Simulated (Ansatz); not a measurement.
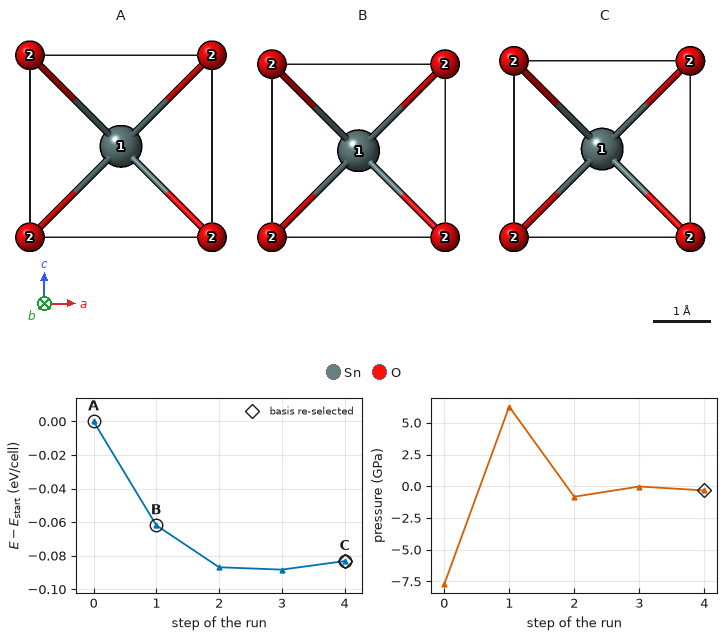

Frames of a relaxation of a crystal of SnO (a generated structure, set up in Pm-3m) (coarse preliminary run), marked on the history of the run. Style: ball-and-stick. Shown: the cell of the calculation, along the b axis.

Computed with Ansatz, DFT PBE, scalar-relativistic, plane waves, PAW.

Input
```yaml
crystal:
  lattice:
    - [3.23814491, 0.0, 0.0]
    - [0.0, 3.23814491, 0.0]
    - [0.0, 0.0, 3.23814491]
  atoms:
    - { symbol: Sn, position: [0.5, 0.5, 0.5] }
    - { symbol: O, position: [0.0, 0.0, 0.0] }
basis:
  ecutwfc: 420
kpoints:
  mp_grid: { grid: [6, 6, 6] }
hamiltonian:
  xc: pbe
scf:
  occupations: { method: gaussian, width: 0.1 }
  lower_state_search: "off"
output:
  forces: true
  stress: true
  eigenvalues: true
relax:
  adjacent_minimum: "off"
  f_tol: 0.04
  max_steps: 70
  cell: { stress_tol: 0.4 }
```

Command:
```bash
ansatz run input.yaml --threads 1 --pin off --max-ram 2048MiB --backend cpu --events-out ev --progress --plain --runs-dir out
```

What happens along the run?

After 3 accepted moves (4 points after the start) the energy has fallen by 83.2 meV per cell of the calculation. All forces vanish by symmetry, so only the cell relaxes. Pressure: −7.73 GPa at the start and −0.33 GPa at the end. The SCF was repeated once at an unchanged geometry on a basis and grid sized afresh for the cell, which shifted the energy by 5.1 meV per cell of the calculation at most. The atoms keep their places relative to the cell (all moves are under 0.005 Å). The drawn cell changes as follows: a = b = c 3.238 → 3.139 Å (−3.1 %); the volume changes by −8.9 %. Some distances before and after: Sn1–O2 2.804 → 2.718 Å. The space group stays Pm-3m (No. 221). The run took 3.6 s on 1 thread of Intel(R) Xeon(R) Platinum 8488C (Sapphire Rapids), on a shared host, peak memory 0.34 GiB. From step 0 to 1: volume −13.9 %, energy −61.9 meV per cell of the calculation. From step 1 to 4: volume +5.8 %, energy −21.3 meV per cell of the calculation.
